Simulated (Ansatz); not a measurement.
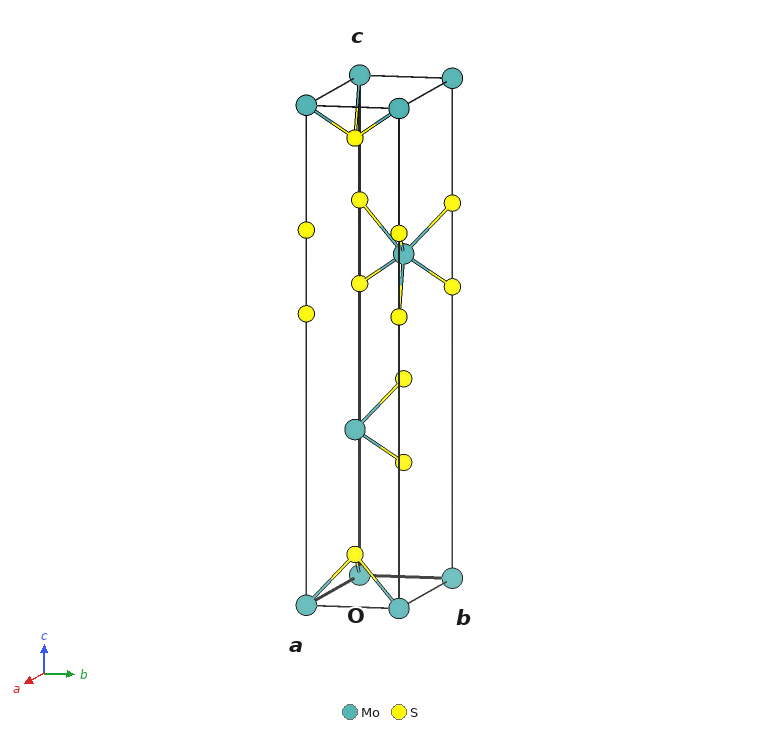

Crystal: MoS2, coordinates from a relaxation with DFT, r2SCAN+rVV10, plane waves, PAW in Ansatz. One unit cell is drawn above. Symmetry computed with spglib at a tolerance of 0.002 Å; standard conventional cell.

```
CELL_PARAMETERS angstrom
3.17511 0.00000 0.00000
-1.58755 2.74973 0.00000
0.00000 0.00000 18.58508
ATOMIC_POSITIONS crystal
Mo 0.00000 0.00000 0.00024
S 0.33333 0.66667 0.24990
S 0.66667 0.33333 0.08387
Mo 0.66667 0.33333 0.33357
S 0.00000 0.00000 0.58323
S 0.33333 0.66667 0.41720
Mo 0.33333 0.66667 0.66690
S 0.66667 0.33333 0.91657
S 0.00000 0.00000 0.75053
```

**What is its point group?**

3m (C3v), order 6, trigonal system: one threefold axis, three mirror planes.

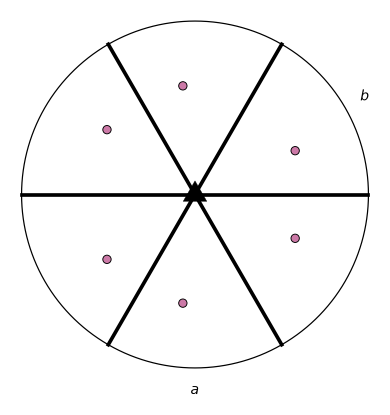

Stereographic projection: filled dots lie in the upper hemisphere, open rings in the lower; heavy lines are mirror planes (a heavy rim: a mirror in the plane of the page); lens, triangle, square and hexagon are 2-, 3-, 4- and 6-fold axes, a lens in an open square is −4, a triangle in an open hexagon −6; thin dashed diameters join the ends of axes that lie in the page; a small open circle marks inversion. The poles are one general form. The c axis points at the viewer.

**What does this class allow?**

Class 3m is not centrosymmetric; polar, so pyroelectricity and piezoelectricity are allowed; it is not chiral. Its Laue class is -3m.
